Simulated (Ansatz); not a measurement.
Here is a crystal structure:

```
Zr Se
1.0
     3.79842    0.00000    0.00000
    -1.89921    3.28953    0.00000
     0.00000    0.00000    6.86641
Zr Se
1 2
Cartesian
  0.0000 0.0000 0.0000
  0.0000 2.1930 5.2833
  1.8992 1.0965 1.5831
```

> Characterise the structure given above.

Chemical formula ZrSe$_{2}$. It is primitive hexagonal, space group P-3m1 (No. 164). This arrangement goes by the name cadmium iodide (CdI₂, 1T) type. The cell comprises 1 formula unit: 1 Zr, 2 Se. The polyhedra are ZrSe6 octahedra; they share edges. The neighbours of Zr are six Se in an octahedral arrangement at 2.70 Å. Se bonds to three Zr in a trigonal pyramidal arrangement at 2.70 Å. Not all metal-metal contacts are counted. The bonds build ZrSe2 layers parallel to (001).

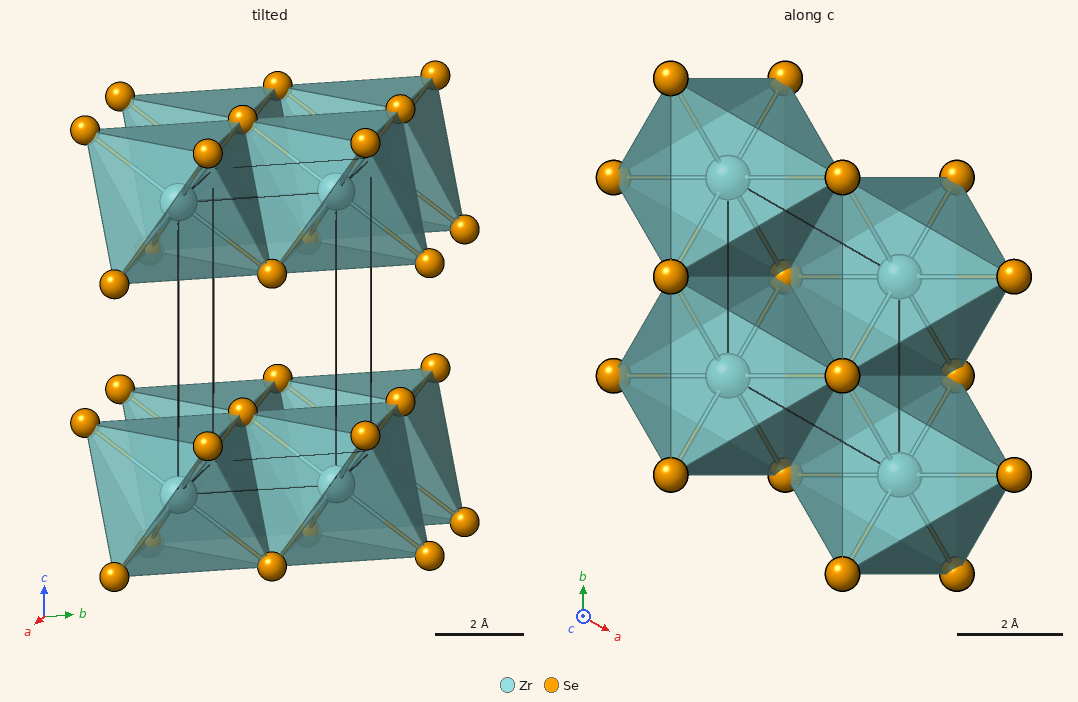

Shown here is a polyhedral view of the crystal, taken slightly off an axis and along the c axis. Thin lines show the conventional unit cell, with boundary atoms drawn in all their periodic places. Some neighbours outside the box are added.

Its origin is a structure listed in the Materials Project, with elements exchanged, so it need not be a known form of the compound. It was relaxed with DFT PBE, scalar-relativistic, plane waves, PAW (Ansatz).
